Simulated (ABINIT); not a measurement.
## TaN: single-point calculation

The run: single-point calculation of TaN (Fm-3m, 2 atoms in the cell). Method and program: Kohn-Sham DFT of a periodic cell, LDA, PseudoDojo NC SR LDA v0.4.1 standard, no spin polarisation (ABINIT 10.8.3).

The structure derives from a Materials Project entry.

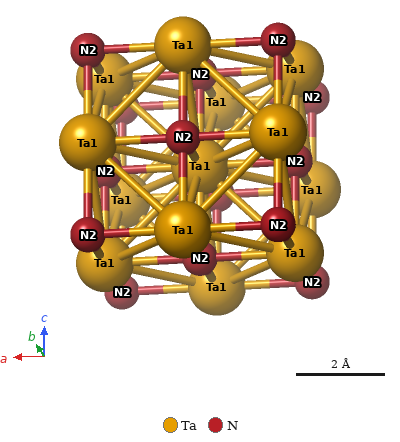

Fig. 1: The structure as given in the input (ball-and-stick view of the cell 4 times as large as that of the calculation, set on its symmetry axes, seen at an oblique angle; atoms are numbered from 1 in the order of the input). An atom can appear more than once, as a periodic image.

**Input file**
```
# Pseudopotentials
pp_dirpath "./"
pseudos "Ta.upf, N.upf"

# Structure
acell 5.9097083415 5.9097083415 5.9097083415
rprim
     0.0000000000     0.7071067812     0.7071067812
     0.7071067812     0.0000000000     0.7071067812
     0.7071067812     0.7071067812     0.0000000000
ntypat 2
znucl 73 7
natom 2
typat 1 2
xred
     0.5000000000     0.5000000000     0.5000000000
     0.0000000000     0.0000000000     0.0000000000

# Plane-wave basis
ecut 35.0

# k points
kptopt 1
ngkpt 8 8 8
nshiftk 1
shiftk 0.0 0.0 0.0

# Exchange and correlation
ixc 7

# Bands and occupations
nband 13
occopt 3
tsmear 0.00183747

# SCF cycle
nstep 100
tolvrs 1.0e-10

# Output
iomode 3
prtwf 0
prtden 0
prteig 0
prtebands 0
```

Launch command:
```bash
abinit run.abi > log 2>&1
```

**Output**
```
.Version 10.8.3 of ABINIT
 Symmetries : space group Fm -3 m (#225); Bravais cF (face-center cubic)
================================================================================
 Values of the parameters that define the memory need of the present run
     intxc =       0    ionmov =       0      iscf =       7    lmnmax =       8
     lnmax =       8     mgfft =      32  mpssoang =       4    mqgrid =    3001
     natom =       2  nloc_mem =       1    nspden =       1   nspinor =       1
    nsppol =       1      nsym =      48    n1xccc =    2501    ntypat =       2
    occopt =       3   xclevel =       1
       mpw =        1456          nfft =       32768          nkpt =          29
================================================================================
================================================================================

--------------------------------------------------------------------------------
------------- Echo of variables that govern the present computation ------------
--------------------------------------------------------------------------------
 -outvars: echo values of preprocessed input variables --------
            acell      5.9097083415E+00  5.9097083415E+00  5.9097083415E+00 Bohr
              amu      1.80947900E+02  1.40067400E+01
             ecut      3.50000000E+01 Hartree
              ixc           7
         kptrlatt        8    0    0      0    8    0      0    0    8
          kptrlen      4.72776667E+01
            natom           2
            nband          13
            ngfft          32      32      32
             nkpt          29
            nstep         100
             nsym          48
           ntypat           2
           occopt           3
           prtden           0
        prtebands           0
           prteig           0
            prtwf           0
            rprim      0.0000000000E+00  7.0710678120E-01  7.0710678120E-01
                       7.0710678120E-01  0.0000000000E+00  7.0710678120E-01
                       7.0710678120E-01  7.0710678120E-01  0.0000000000E+00
          spgroup         225
           tolvrs      1.00000000E-10
           tsmear      1.83747000E-03 Hartree
            typat      1  2
           xangst      2.2113229986E+00  2.2113229986E+00  2.2113229986E+00
                       0.0000000000E+00  0.0000000000E+00  0.0000000000E+00
            xcart      4.1787948432E+00  4.1787948432E+00  4.1787948432E+00
                       0.0000000000E+00  0.0000000000E+00  0.0000000000E+00
             xred      5.0000000000E-01  5.0000000000E-01  5.0000000000E-01
                       0.0000000000E+00  0.0000000000E+00  0.0000000000E+00
            znucl       73.00000    7.00000

================================================================================

 chkinp: Checking input parameters for consistency.

================================================================================
== DATASET  1 ==================================================================

--- !DatasetInfo
iteration_state: {dtset: 1, }
dimensions: {natom: 2, nkpt: 29, mband: 13, nsppol: 1, nspinor: 1, nspden: 1, mpw: 1456, }
cutoff_energies: {ecut:  35.0, pawecutdg:  -1.0, }
electrons: {nelect:   1.80000000E+01, charge:   0.00000000E+00, occopt:   3.00000000E+00, tsmear:   1.83747000E-03, }
meta: {optdriver: 0, ionmov: 0, optcell: 0, iscf: 7, paral_kgb: 0, }
...

 Exchange-correlation functional for the present dataset will be:
  LDA: Perdew-Wang 92 LSD fit to Ceperley-Alder data - ixc=7
  J.P.Perdew and Y.Wang, PRB 45, 13244 (1992)

 Real(R)+Recip(G) space primitive vectors, cartesian coordinates (Bohr,Bohr^-1):
 R(1)=  0.0000000  4.1787948  4.1787948  G(1)= -0.1196517  0.1196517  0.1196517
 R(2)=  4.1787948  0.0000000  4.1787948  G(2)=  0.1196517 -0.1196517  0.1196517
 R(3)=  4.1787948  4.1787948  0.0000000  G(3)=  0.1196517  0.1196517 -0.1196517
 Unit cell volume ucvol=  1.4594296E+02 bohr^3
 Angles (23,13,12)=  6.00000000E+01  6.00000000E+01  6.00000000E+01 degrees

 getcut: wavevector=  0.0000  0.0000  0.0000  ngfft=  32  32  32
         ecut(hartree)=     35.000   => boxcut(ratio)=   2.03322

--- Pseudopotential description ------------------------------------------------
- pspini: atom type   1  psp file is ./Ta.upf
12 -1012 3 -1 1432                            pspcod,pspxc,lmax,lloc,mmax
     nproj     2     2     2     2

- pspini: atom type   2  psp file is ./N.upf
12 -1012 1 -1 1058                            pspcod,pspxc,lmax,lloc,mmax
     nproj     2     2     0     0

   4.85291436E+02                                ecore*ucvol(ha*bohr**3)
--------------------------------------------------------------------------------

================================================================================

--- !BeginCycle
iteration_state: {dtset: 1, }
solver: {iscf: 7, nstep: 100, nline: 4, wfoptalg: 0, }
tolerances: {tolvrs: 1.00E-10, }
...

     iter   Etot(hartree)      deltaE(h)  residm     vres2
 ETOT  1  -75.434815340599    -7.543E+01 1.799E-01 5.484E+02
 ETOT  2  -75.297191580542     1.376E-01 7.906E-02 1.093E+03
 ETOT  3  -75.606300232823    -3.091E-01 1.677E-02 8.511E+00
 ETOT  4  -75.608695195225    -2.395E-03 2.858E-03 1.287E+00
 ETOT  5  -75.608980223589    -2.850E-04 2.350E-04 2.617E-01
 ETOT  6  -75.609048504386    -6.828E-05 4.909E-04 4.158E-04
 ETOT  7  -75.609048467173     3.721E-08 5.945E-05 3.976E-04
 ETOT  8  -75.609048595487    -1.283E-07 1.196E-04 1.147E-06
 ETOT  9  -75.609048595871    -3.840E-10 2.636E-05 2.177E-09
 ETOT 10  -75.609048595875    -3.666E-12 2.892E-05 2.371E-10
 ETOT 11  -75.609048595877    -1.492E-12 1.507E-05 3.944E-12

 At SCF step   11       vres2   =  3.94E-12 < tolvrs=  1.00E-10 =>converged.

 Cartesian components of stress tensor (hartree/bohr^3)
  sigma(1 1)=  6.77954541E-04  sigma(3 2)=  0.00000000E+00
  sigma(2 2)=  6.77954541E-04  sigma(3 1)=  0.00000000E+00
  sigma(3 3)=  6.77954541E-04  sigma(2 1)=  0.00000000E+00

--- !ResultsGS
iteration_state: {dtset: 1, }
comment   : Summary of ground state results
lattice_vectors:
- [  0.0000000,   4.1787948,   4.1787948, ]
- [  4.1787948,   0.0000000,   4.1787948, ]
- [  4.1787948,   4.1787948,   0.0000000, ]
lattice_lengths: [   5.90971,    5.90971,    5.90971, ]
lattice_angles: [ 60.000,  60.000,  60.000, ] # degrees, (23, 13, 12)
lattice_volume:   1.4594296E+02
convergence: {deltae: -1.492E-12, res2:  3.944E-12, residm:  1.507E-05, diffor: null, }
etotal    :  -7.56090486E+01
entropy   :   0.00000000E+00
fermie    :   5.80246910E-01
cartesian_stress_tensor: # hartree/bohr^3
- [  6.77954541E-04,   0.00000000E+00,   0.00000000E+00, ]
- [  0.00000000E+00,   6.77954541E-04,   0.00000000E+00, ]
- [  0.00000000E+00,   0.00000000E+00,   6.77954541E-04, ]
pressure_GPa:  -1.9946E+01
xred      :
- [  5.0000E-01,   5.0000E-01,   5.0000E-01, Ta]
- [  0.0000E+00,   0.0000E+00,   0.0000E+00,  N]
cartesian_forces: # hartree/bohr
- [ -0.00000000E+00,  -0.00000000E+00,  -0.00000000E+00, ]
- [ -0.00000000E+00,  -0.00000000E+00,  -0.00000000E+00, ]
force_length_stats: {min:   0.00000000E+00, max:   0.00000000E+00, mean:   0.00000000E+00, }
...

 Integrated electronic density in atomic spheres:
 ------------------------------------------------
 Atom  Sphere_radius  Integrated_density
    1        2.00000          9.30670598
    2        2.00000          5.33564016
================================================================================

 ----iterations are completed or convergence reached----

 Mean square residual over all n,k,spin=   98.543E-09; max=  15.067E-06
 reduced coordinates (array xred) for    2 atoms
       0.500000000000      0.500000000000      0.500000000000
       0.000000000000      0.000000000000      0.000000000000
 rms dE/dt=  0.0000E+00; max dE/dt=  0.0000E+00; dE/dt below (all hartree)
    1       0.000000000000      0.000000000000      0.000000000000
    2       0.000000000000      0.000000000000      0.000000000000

 cartesian coordinates (angstrom) at end:
    1      2.21132299855433     2.21132299855433     2.21132299855433
    2      0.00000000000000     0.00000000000000     0.00000000000000

 cartesian forces (hartree/bohr) at end:
    1     -0.00000000000000    -0.00000000000000    -0.00000000000000
    2     -0.00000000000000    -0.00000000000000    -0.00000000000000
 frms,max,avg= 0.0000000E+00 0.0000000E+00   0.000E+00  0.000E+00  0.000E+00 h/b

 cartesian forces (eV/Angstrom) at end:
    1     -0.00000000000000    -0.00000000000000    -0.00000000000000
    2     -0.00000000000000    -0.00000000000000    -0.00000000000000
 frms,max,avg= 0.0000000E+00 0.0000000E+00   0.000E+00  0.000E+00  0.000E+00 e/A
 length scales=  5.909708341500  5.909708341500  5.909708341500 bohr
              =  3.127282975284  3.127282975284  3.127282975284 angstroms
 Fermi (or HOMO) energy (hartree) =   0.58025   Average Vxc (hartree)=  -0.51790
 Eigenvalues (hartree) for nkpt=  29  k points:
 kpt#   1, nband= 13, wtk=  0.00195, kpt=  0.0000  0.0000  0.0000 (reduced coord)
  -1.97576   -0.73408   -0.73408   -0.73408   -0.10053    0.44024    0.44024    0.44024
   0.50261    0.50261    0.50261    0.57940    0.57940
      occupation numbers for kpt#   1
   2.00000    2.00000    2.00000    2.00000    2.00000    2.00000    2.00000    2.00000
   2.00000    2.00000    2.00000    1.22651    1.22651
 prteigrs : prtvol=0 or 1, do not print more k-points.

--- !EnergyTerms
iteration_state     : {dtset: 1, }
comment             : Components of total free energy in Hartree
kinetic             :  2.43162492654678E+01
hartree             :  7.63350953699040E+00
xc                  : -1.77815071463445E+01
Ewald energy        : -6.16881514947373E+01
psp_core            :  3.32521308857073E+00
local_psp           : -3.48049135704837E+01
non_local_psp       :  3.39081342591286E+00
internal            : -7.56087868946238E+01
'-kT*entropy'       : -2.61701252746577E-04
total_energy        : -7.56090485958765E+01
total_energy_eV     : -2.05742702503354E+03
band_energy         : -5.51113020902219E+00
...

 Cartesian components of stress tensor (hartree/bohr^3)
  sigma(1 1)=  6.77954541E-04  sigma(3 2)=  0.00000000E+00
  sigma(2 2)=  6.77954541E-04  sigma(3 1)=  0.00000000E+00
  sigma(3 3)=  6.77954541E-04  sigma(2 1)=  0.00000000E+00

-Cartesian components of stress tensor (GPa)         [Pressure= -1.9946E+01 GPa]
- sigma(1 1)=  1.99461112E+01  sigma(3 2)=  0.00000000E+00
- sigma(2 2)=  1.99461112E+01  sigma(3 1)=  0.00000000E+00
- sigma(3 3)=  1.99461112E+01  sigma(2 1)=  0.00000000E+00

== END DATASET(S) ==============================================================
================================================================================

 -outvars: echo values of variables after computation  --------
            acell      5.9097083415E+00  5.9097083415E+00  5.9097083415E+00 Bohr
           etotal     -7.5609048596E+01
            fcart     -0.0000000000E+00 -0.0000000000E+00 -0.0000000000E+00
                      -0.0000000000E+00 -0.0000000000E+00 -0.0000000000E+00
            rprim      0.0000000000E+00  7.0710678120E-01  7.0710678120E-01
                       7.0710678120E-01  0.0000000000E+00  7.0710678120E-01
                       7.0710678120E-01  7.0710678120E-01  0.0000000000E+00
           strten      6.7795454120E-04  6.7795454120E-04  6.7795454120E-04
                       0.0000000000E+00  0.0000000000E+00  0.0000000000E+00
           xangst      2.2113229986E+00  2.2113229986E+00  2.2113229986E+00
                       0.0000000000E+00  0.0000000000E+00  0.0000000000E+00
             xred      5.0000000000E-01  5.0000000000E-01  5.0000000000E-01
                       0.0000000000E+00  0.0000000000E+00  0.0000000000E+00
 Calculation completed.
```

**Key numbers**

```csv
quantity,value
outcome,converged
space group (tolerance 0.01 Å),Fm-3m (225)
electrons treated,18
free energy,−2057.4270 eV
Fermi energy,15.789 eV
gap on the k-point mesh,none (metallic)
pressure,−19.95 GPa
largest force (length of the vector),under 0.001 eV/Å
hardware,"1 thread of Intel Xeon (Granite Rapids), 32 GiB of memory available, shared host"
wall time,12 s
peak memory,0.06 GiB
```

**Notes**

Spin–orbit coupling is left out, which matters for Ta. The cell is under a tension of 19.9 GPa at this level, so it is not at its equilibrium volume.
